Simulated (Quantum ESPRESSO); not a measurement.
# MnSi: orders under biaxial strain

How does biaxial strain change the magnetic state of MnSi?

Method: PBE; plane waves with GBRV 1.5 PBE potentials, no spin-orbit coupling, in Quantum ESPRESSO 7.5.

## (1) Set-up

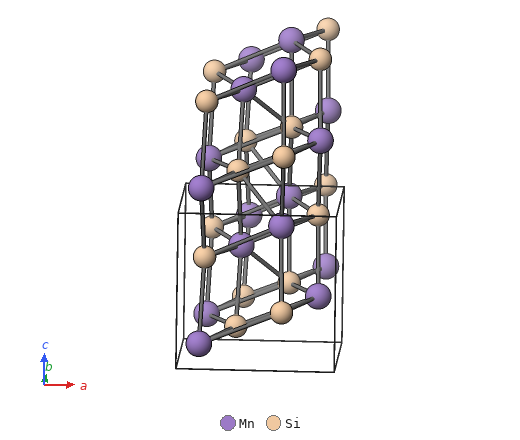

The starting structure, seen slightly off an axis (manganese light purple, silicon light orange). 1×2×2 cells are drawn.

The lattice constants were typed from memory of published values and not checked against a source.

## (2) Biaxial 0.97, ferro ++++

Lengths in the Cartesian xy plane scale by the factor; z is kept. Atoms keep their fractional places. Seeded atoms are those given a starting moment.

The input, pw.in:

```
&CONTROL
  calculation = 'scf'
  prefix = 'pwscf'
  outdir = './tmp'
  pseudo_dir = './pseudo'
  disk_io = 'nowf'
  tprnfor = .true.
  tstress = .true.
/
&SYSTEM
  ibrav = 0
  celldm(1) = 8
  nat = 8
  ntyp = 2
  ecutwfc = 40
  ecutrho = 280
  nbnd = 57
  occupations = 'smearing'
  smearing = 'fd'
  degauss = 0.00367493
  nspin = 2
  starting_magnetization(1) = 0.2333
  starting_magnetization(2) = 0
/
&ELECTRONS
  conv_thr = 1.6d-08
  electron_maxstep = 150
  mixing_beta = 0.3
/
ATOMIC_SPECIES
Mn     54.9380 mn_pbe_v1.5.uspp.F.UPF
Si     28.0850 si_pbe_v1.uspp.F.UPF
CELL_PARAMETERS alat
   1.0443713157204    0.0000000000000    0.0000000000000
   0.0000000000000    1.0443713157204    0.0000000000000
   0.0000000000000    0.0000000000000    1.0766714595055
ATOMIC_POSITIONS crystal
Mn      0.1370000000    0.1370000000    0.1370000000
Mn      0.6370000000    0.3630000000    0.8630000000
Mn      0.8630000000    0.6370000000    0.3630000000
Mn      0.3630000000    0.8630000000    0.6370000000
Si      0.8450000000    0.8450000000    0.8450000000
Si      0.3450000000    0.6550000000    0.1550000000
Si      0.1550000000    0.3450000000    0.6550000000
Si      0.6550000000    0.1550000000    0.3450000000
K_POINTS automatic
6 6 6 0 0 0
```

Run with:

```console
> OMP_NUM_THREADS=1 mpirun -n 4 pw.x -nk 4 -in pw.in > pw.out
```

The log of the run:

```text
Program PWSCF v.7.5 starts

     Message from routine setup:
     using ibrav=0 with symmetry is DISCOURAGED, use correct ibrav instead

     K-points division:     npool     =       4
     Subspace diagonalization in iterative solution of the eigenvalue problem:

     bravais-lattice index     =            0
     lattice parameter (alat)  =       8.0000  a.u.
     unit-cell volume          =     601.2610 (a.u.)^3
     number of atoms/cell      =            8
     number of atomic types    =            2
     number of electrons       =        76.00
     number of Kohn-Sham states=           57
     kinetic-energy cutoff     =      40.0000  Ry
     charge density cutoff     =     280.0000  Ry
     scf convergence threshold =      1.6E-08
     mixing beta               =       0.3000
     number of iterations used =            8  plain     mixing
     Exchange-correlation= SLA  PW   PBE  PBE
                           (   1   4   3   4   0   0   0)

     celldm(1)=   8.000000  celldm(2)=   0.000000  celldm(3)=   0.000000
     celldm(4)=   0.000000  celldm(5)=   0.000000  celldm(6)=   0.000000

     crystal axes: (cart. coord. in units of alat)
               a(1) = (   1.044371   0.000000   0.000000 )
               a(2) = (   0.000000   1.044371   0.000000 )
               a(3) = (   0.000000   0.000000   1.076671 )

     reciprocal axes: (cart. coord. in units 2 pi/alat)
               b(1) = (  0.957514  0.000000  0.000000 )
               b(2) = (  0.000000  0.957514  0.000000 )
               b(3) = (  0.000000  0.000000  0.928788 )

     PseudoPot. # 1 for Mn read from file:
     mn_pbe_v1.5.uspp.F.UPF
     Pseudo is Ultrasoft + core correction, Zval = 15.0

     PseudoPot. # 2 for Si read from file:
     si_pbe_v1.uspp.F.UPF
     Pseudo is Ultrasoft + core correction, Zval =  4.0

     atomic species   valence    mass     pseudopotential
     Mn               15.00    54.93800     Mn( 1.00)
     Si                4.00    28.08500     Si( 1.00)

     Starting magnetic structure
     atomic species   magnetization
     Mn              0.233
     Si              0.000

      4 Sym. Ops. (no inversion) found ( 3 have fractional translation)

   Cartesian axes

     site n.     atom                  positions (alat units)
         1        Mn     tau(   1) = (   0.1430789   0.1430789   0.1475040  )
         2        Mn     tau(   2) = (   0.6652645   0.3791068   0.9291675  )
         3        Mn     tau(   3) = (   0.9012924   0.6652645   0.3908317  )
         4        Mn     tau(   4) = (   0.3791068   0.9012924   0.6858397  )
         5        Si     tau(   5) = (   0.8824938   0.8824938   0.9097874  )
         6        Si     tau(   6) = (   0.3603081   0.6840632   0.1668841  )
         7        Si     tau(   7) = (   0.1618776   0.3603081   0.7052198  )
         8        Si     tau(   8) = (   0.6840632   0.1618776   0.3714517  )

     number of k points=    64  Fermi-Dirac smearing, width (Ry)=  0.0037
                       cart. coord. in units 2pi/alat
        k(    1) = (   0.0000000   0.0000000   0.0000000), wk =   0.0046296
        k(    2) = (   0.0000000   0.0000000   0.1547981), wk =   0.0092593
        k(    3) = (   0.0000000   0.0000000   0.3095961), wk =   0.0092593
        k(    4) = (   0.0000000   0.0000000  -0.4643942), wk =   0.0046296
        k(    5) = (   0.0000000   0.1595856   0.0000000), wk =   0.0092593
        [... 59 further k-points ...]

     Dense  grid:    47481 G-vectors     FFT dimensions: (  48,  48,  48)

     Smooth grid:    20551 G-vectors     FFT dimensions: (  36,  36,  36)

     Check: negative core charge=   -0.000041
     Generating pointlists ...
     new r_m :   0.2202 (alat units)  1.7612 (a.u.) for type    1
     new r_m :   0.2202 (alat units)  1.7612 (a.u.) for type    2

     Initial potential from superposition of free atoms

     starting charge      73.9970, renormalised to      76.0000
     Starting wfcs are   68 randomized atomic wfcs

     Self-consistent Calculation

     iteration #  1     ecut=    40.00 Ry     beta= 0.30
     Davidson diagonalization with overlap
     ethr =  1.00E-02,  avg # of iterations =  4.7

     total energy              =    -881.44706589 Ry
     estimated scf accuracy    <       7.17575225 Ry

     total magnetization       =     5.95 Bohr mag/cell
     absolute magnetization    =     7.18 Bohr mag/cell

     iteration #  2     ecut=    40.00 Ry     beta= 0.30
     Davidson diagonalization with overlap
     ethr =  9.44E-03,  avg # of iterations =  2.2

     total energy              =    -883.00867042 Ry
     estimated scf accuracy    <       2.95260001 Ry

     total magnetization       =     7.83 Bohr mag/cell
     absolute magnetization    =     9.03 Bohr mag/cell

     [... further iterations left out ...]

     iteration # 27     ecut=    40.00 Ry     beta= 0.30
     Davidson diagonalization with overlap
     ethr =  1.08E-10,  avg # of iterations =  2.0

     total energy              =    -883.48154388 Ry
     estimated scf accuracy    <       0.00000003 Ry

     total magnetization       =     3.65 Bohr mag/cell
     absolute magnetization    =     4.20 Bohr mag/cell

     iteration # 28     ecut=    40.00 Ry     beta= 0.30
     Davidson diagonalization with overlap
     ethr =  3.46E-11,  avg # of iterations =  2.0

     Magnetic moment per site  (integrated on atomic sphere of radius R)
     atom   1 (R=0.220)  charge= 12.9365  magn=  0.9167
     atom   2 (R=0.220)  charge= 12.9365  magn=  0.9167
     atom   3 (R=0.220)  charge= 12.9365  magn=  0.9167
     atom   4 (R=0.220)  charge= 12.9365  magn=  0.9167
     atom   5 (R=0.220)  charge=  1.7084  magn= -0.0348
     atom   6 (R=0.220)  charge=  1.7084  magn= -0.0348
     atom   7 (R=0.220)  charge=  1.7084  magn= -0.0348
     atom   8 (R=0.220)  charge=  1.7084  magn= -0.0348

     End of self-consistent calculation

     Number of k-points >= 100: set verbosity='high' to print the bands.

     the Fermi energy is    16.5985 ev

!    total energy              =    -883.48154390 Ry
     estimated scf accuracy    <          3.4E-09 Ry
     smearing contrib. (-TS)   =      -0.00359716 Ry
     internal energy E=F+TS    =    -883.47794674 Ry

     The total energy is F=E-TS. E is the sum of the following terms:
     one-electron contribution =    -445.28578635 Ry
     hartree contribution      =     266.76591496 Ry
     xc contribution           =    -124.47328175 Ry
     ewald contribution        =    -580.48479360 Ry

     total magnetization       =     3.64 Bohr mag/cell
     absolute magnetization    =     4.20 Bohr mag/cell

     convergence has been achieved in  28 iterations

     Forces acting on atoms (cartesian axes, Ry/au):

     atom    1 type  1   force =     0.00072208    0.00518732   -0.00235957
     atom    2 type  1   force =     0.00072208   -0.00518732    0.00235957
     atom    3 type  1   force =    -0.00072208    0.00518732    0.00235957
     atom    4 type  1   force =    -0.00072208   -0.00518732   -0.00235957
     atom    5 type  2   force =     0.00420638    0.00133853    0.00051017
     atom    6 type  2   force =     0.00420638   -0.00133853   -0.00051017
     atom    7 type  2   force =    -0.00420638    0.00133853   -0.00051017
     atom    8 type  2   force =    -0.00420638   -0.00133853    0.00051017

     Total force =     0.014525     Total SCF correction =     0.000098

     Computing stress (Cartesian axis) and pressure

          total   stress  (Ry/bohr**3)                   (kbar)     P=       77.25
   0.00073673   0.00000000   0.00000000          108.38        0.00        0.00
   0.00000000   0.00074857   0.00000000            0.00      110.12        0.00
   0.00000000   0.00000000   0.00009007            0.00        0.00       13.25

=------------------------------------------------------------------------------=
   JOB DONE.
=------------------------------------------------------------------------------=
```

Elapsed: 3.3 min, on 4 MPI ranks of Arm Neoverse V2, shared host; peak memory 0.74 GiB.

Spin moment in the atom's sphere by atom:

```
atom  spin moment in the atom's sphere (μB)
 Mn1                                  0.917
 Mn2                                  0.917
 Mn3                                  0.917
 Mn4                                  0.917
 Si5                                 -0.035
 Si6                                 -0.035
 Si7                                 -0.035
 Si8                                 -0.035
```

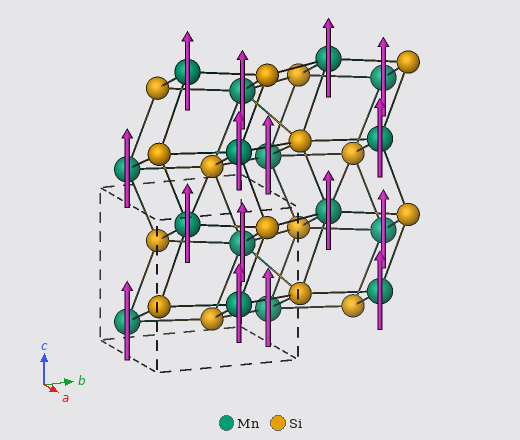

Spin moment in the atom's sphere as arrows, the longest 0.917 μB. Up and down stand for the sign. Arrows give size and sign along the axis of quantisation, drawn up and down the page. 1×2×2 cells are drawn.

Read from the output:

```
smearing term TS       : 0.04894 eV
pressure               : 7.725 GPa
magnetization          : 3.645 μB
absolute magnetization : 4.202 μB
final state            : ferromagnetic
```

## (3) Biaxial 0.97, no spin polarisation

Changes to pw.in since step 2:

```diff
@@ -16,3 +16,3 @@
   ecutrho = 280
-  nbnd = 57
+  nbnd = 50
   occupations = 'smearing'
@@ -20,5 +20,2 @@
   degauss = 0.00367493
-  nspin = 2
-  starting_magnetization(1) = 0.2333
-  starting_magnetization(2) = 0
 /
```

The log of the run:

```text
     [... lines left out ...]
Program PWSCF v.7.5 starts
     [... lines left out ...]
     number of atoms/cell      =            8
     [... lines left out ...]
     number of electrons       =        76.00
     number of Kohn-Sham states=           50
     kinetic-energy cutoff     =      40.0000  Ry
     charge density cutoff     =     280.0000  Ry
     scf convergence threshold =      1.6E-08
     [... lines left out ...]
      4 Sym. Ops. (no inversion) found ( 3 have fractional translation)
     [... lines left out ...]
     number of k points=    64  Fermi-Dirac smearing, width (Ry)=  0.0037
     [... lines left out ...]
     iteration # 12     ecut=    40.00 Ry     beta= 0.30
     [... lines left out ...]
     the Fermi energy is    16.5312 ev
!    total energy              =    -883.47032933 Ry
     estimated scf accuracy    <          5.1E-10 Ry
     smearing contrib. (-TS)   =      -0.00579210 Ry
     [... lines left out ...]
     convergence has been achieved in  12 iterations
     [... lines left out ...]
     Total force =     0.019470     Total SCF correction =     0.000023
     [... lines left out ...]
          total   stress  (Ry/bohr**3)                   (kbar)     P=       52.41
     [... lines left out ...]
```

It took 50 s on 4 MPI ranks; peak memory 0.56 GiB; 3.3 min of CPU time.

Numbers from this step:

```yaml
smearing_term_ts: 0.07881 eV
pressure: 5.241 GPa
final_state: non-magnetic (no spin polarisation)
```

## (4) Biaxial 1.03, ferro ++++

Changes to pw.in since step 3:

```diff
@@ -16,3 +16,3 @@
   ecutrho = 280
-  nbnd = 50
+  nbnd = 57
   occupations = 'smearing'
@@ -20,2 +20,5 @@
   degauss = 0.00367493
+  nspin = 2
+  starting_magnetization(1) = 0.2333
+  starting_magnetization(2) = 0
 /
@@ -30,4 +33,4 @@
 CELL_PARAMETERS alat
-   1.0443713157204    0.0000000000000    0.0000000000000
-   0.0000000000000    1.0443713157204    0.0000000000000
+   1.1089716032907    0.0000000000000    0.0000000000000
+   0.0000000000000    1.1089716032907    0.0000000000000
    0.0000000000000    0.0000000000000    1.0766714595055
```

The log of the run:

```text
     [... lines left out ...]
Program PWSCF v.7.5 starts
     [... lines left out ...]
     number of atoms/cell      =            8
     [... lines left out ...]
     number of electrons       =        76.00
     number of Kohn-Sham states=           57
     kinetic-energy cutoff     =      40.0000  Ry
     charge density cutoff     =     280.0000  Ry
     scf convergence threshold =      1.6E-08
     [... lines left out ...]
      4 Sym. Ops. (no inversion) found ( 3 have fractional translation)
     [... lines left out ...]
     number of k points=    64  Fermi-Dirac smearing, width (Ry)=  0.0037
     [... lines left out ...]
     iteration # 21     ecut=    40.00 Ry     beta= 0.30
     [... lines left out ...]
     Magnetic moment per site  (integrated on atomic sphere of radius R)
     atom   1 (R=0.229)  charge= 13.0493  magn=  1.3739
     atom   2 (R=0.229)  charge= 13.0493  magn=  1.3739
     atom   3 (R=0.229)  charge= 13.0493  magn=  1.3739
     atom   4 (R=0.229)  charge= 13.0493  magn=  1.3739
     atom   5 (R=0.229)  charge=  1.8036  magn= -0.0739
     atom   6 (R=0.229)  charge=  1.8036  magn= -0.0739
     atom   7 (R=0.229)  charge=  1.8036  magn= -0.0739
     atom   8 (R=0.229)  charge=  1.8036  magn= -0.0739
     [... lines left out ...]
     the Fermi energy is    14.5455 ev
!    total energy              =    -883.45669268 Ry
     estimated scf accuracy    <       0.00000001 Ry
     smearing contrib. (-TS)   =      -0.00476764 Ry
     [... lines left out ...]
     total magnetization       =     5.22 Bohr mag/cell
     absolute magnetization    =     6.33 Bohr mag/cell
     convergence has been achieved in  21 iterations
     [... lines left out ...]
     Total force =     0.018836     Total SCF correction =     0.000100
     [... lines left out ...]
          total   stress  (Ry/bohr**3)                   (kbar)     P=     -132.21
     [... lines left out ...]
```

The job ended after 3.3 min (4 MPI ranks; peak memory 0.81 GiB; 13 min of CPU time).

This step gave:

- smearing term TS: 0.06487 eV
- pressure: -13.22 GPa
- magnetization: 5.219 μB
- absolute magnetization: 6.334 μB
- final state: ferromagnetic
- largest moment: 1.374 μB

## (5) Trends

The runs not shown differ from these in the moved quantity alone.

States, by row:

```
biaxial     ferro ++++  no spin polarisation
   0.97  ferromagnetic          non-magnetic
   0.98  ferromagnetic          non-magnetic
   0.99  ferromagnetic          non-magnetic
      1  ferromagnetic          non-magnetic
   1.01  ferromagnetic          non-magnetic
   1.02  ferromagnetic          non-magnetic
   1.03  ferromagnetic          non-magnetic
```

Largest site moment, ferro ++++ against biaxial:

```
biaxial (factor)  largest site moment, ferro ++++ (μB)
          0.9700                                 0.917
          0.9800                                 0.964
          0.9900                                 0.996
          1.0000                                  1.02
          1.0100                                  1.04
          1.0200                                  1.07
          1.0300                                  1.37
```

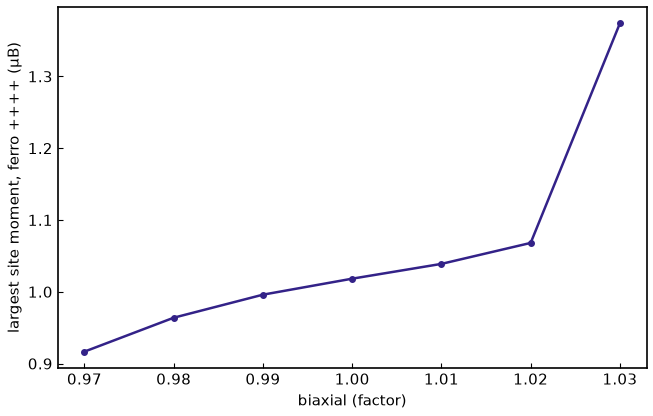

Largest site moment, ferro ++++, plotted against biaxial.

Table of energy less that of the parallel start, no spin polarisation by biaxial:

```
biaxial (factor)  energy less that of the parallel start, no spin polarisation (meV a seeded atom)
          0.9700                                                                              38.1
          0.9800                                                                              47.0
          0.9900                                                                              55.5
          1.0000                                                                              63.6
          1.0100                                                                              71.2
          1.0200                                                                              78.3
          1.0300                                                                              85.5
```

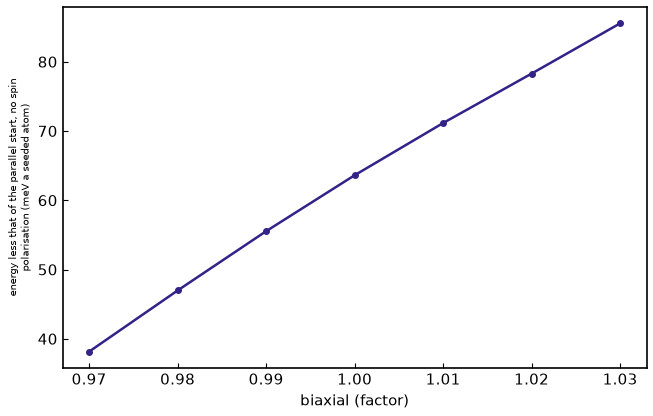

Energy less that of the parallel start, no spin polarisation, plotted against biaxial.

The energy over the lowest by biaxial; values in meV an atom:

```
biaxial (factor)  ferro ++++  no spin polarisation
          0.9700        14.6                  33.7
          0.9800        3.19                  26.7
          0.9900           0                  27.8
          1.0000        4.44                  36.2
          1.0100        15.9                  51.4
          1.0200        33.6                  72.8
          1.0300        56.9                  99.7
```

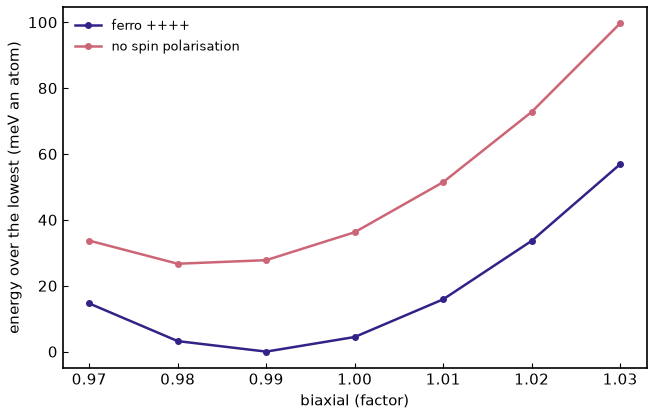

Energy over the lowest, plotted against biaxial.

## (6) Summary of results

```json
{"moment, parallel start": "0.917 to 1.37 μB", "states met from these starts": "ferromagnetic"}
```

In words: The moment of the parallel start goes from 0.917 μB at 0.97 to 1.37 μB at 1.03. One step is far larger than the others, the mark of a change of state, as between low and high spin. The net moment of the cell goes from 3.65 to 5.22 μB. The radius of the spheres follows the nearest distance, so part of the change of the site moments is the spheres'. Only a parallel start was run beside the spinless one, so opposed or spiral orders, which may lie lower, are not probed.

[Logs and program files are shortened in this print: banners, set-up blocks, solver, clock and traceback lines can be left out without a mark of their own.]

[Logs are printed without paths, hosts, clocks, repeated set-up lines and the standing remarks that a program may print on its own settings, such as how far it seeks lower states.]

[Hosts, paths, dates, database ids (printed as entryN), source tags and the programs' standing remarks are cut or masked in the printed files.]

[Where a cell is said to come from a database of computed structures, the database is the Materials Project.]
